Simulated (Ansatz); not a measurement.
System: ZnSe.

The calculation's input:

```
crystal:
  lattice:
    - [0.0, 2.9511032709, 2.8324246769]
    - [2.9511032709, 0.0, 2.8324246769]
    - [2.9511032709, 2.9511032709, 0.0]
  atoms:
    - { symbol: Zn, position: [0.0, 0.0, 0.0] }
    - { symbol: Se, position: [0.25, 0.25, 0.25] }
kpoints:
  mp_grid: { grid: [8, 8, 8] }
  band_path:
    path:
      - [0.0, 0.0, 0.0]
      - [-0.5, -0.5, 0.0]
      - [-0.375, -0.375, 0.25]
      - [-0.375, 0.0, 0.375]
      - [0.0, 0.0, 0.5]
      - [-0.5, -0.25, 0.25]
    npoints: 1
hamiltonian:
  xc: r2scan
scf:
  occupations: { method: fixed }
  n_extra_bands: 4
output:
  forces: true
  stress: true
  eigenvalues: true
  write_density: true
  write_potential: true
  elf: true
  volumetric_format: npy
```

Command:

```sh
ansatz run input.yaml --threads 4 --pin off --max-ram 5529MiB --backend cpu --events-out ev --progress --plain --runs-dir out
```

Below, planes, directions and counts refer to the conventional cell (a = 4.17 Å, b = 4.17 Å, c = 5.66 Å, α = 90.00°, β = 90.00°, γ = 90.00°).

Space group I-4m2; started from the measured structure prototype, which need not be the ambient phase; changed on purpose from its base cell (biaxial xy strain +4.2%); computed pressure about −4 GPa in this cell.

These are results of DFT, r2SCAN, plane waves, PAW in Ansatz, not measurements.

### What can the converged valence pseudo-density and electron localisation function tell about the bonding?

Zn–Se (2.52 Å): ρ at the midpoint is about 0.42 e/Å³, with its minimum of 0.38 e/Å³ about 1.1 Å from Zn; the ELF is about 0.60 at the midpoint.

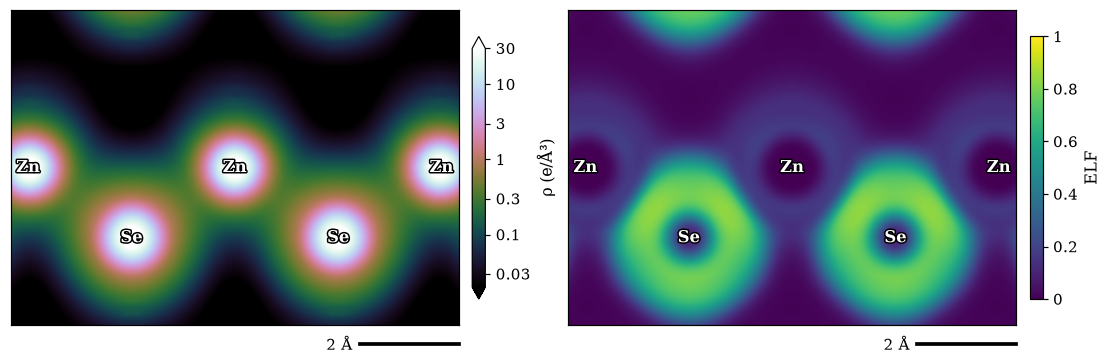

Computed valence pseudo-density and electron localisation function on the (010) plane of the conventional cell, in this order. 

The density is the valence pseudo-density of a PAW calculation; it isn't the true density close to the nuclei.
